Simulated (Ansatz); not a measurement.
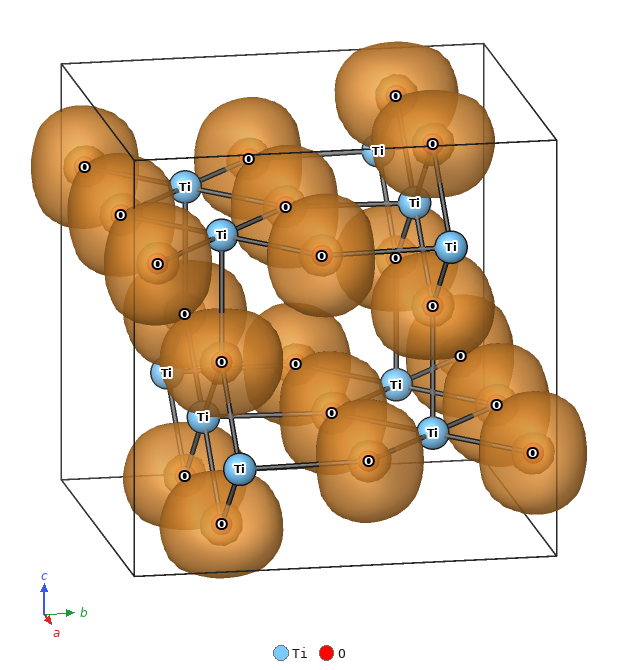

Figure. TiO2. Isosurface of the electron localisation function at 0.65 (orange), seen slightly off an axis. Core shells and regions of very low density are left out. Sticks mark near contacts.

Space group Imma; a structure from a database of computed crystals, not necessarily the ambient phase; computed pressure about −14 GPa in this cell.

Method: Kohn-Sham DFT of a periodic cell, LDA, Ansatz PAW (Ansatz 0.2.0).

In a PAW calculation such maps are meaningful between the atoms, not at the nuclei.

> Where are the electrons localised?

At this value the surface marks out 16 regions wrapped around O (the valence shell of each), counted in one cell of 24 atoms. Regions shared between cells count once. Profiles from the grid: Ti–O (1.94 Å): the ELF peaks at about 0.80 in the valence shell of O, 0.6 Å from its nucleus, and is about 0.20 at the midpoint: no localised pair shows between them. Ti–O (1.98 Å): the ELF peaks at about 0.85 in the valence shell of O, 0.6 Å from its nucleus, and is about 0.20 at the midpoint: no shared electron pair shows on this line.

> Metal or insulator at this level of theory?

It is gapped, with a Kohn–Sham gap of 1.8 eV on the k-point mesh, an upper bound to the gap of this method.
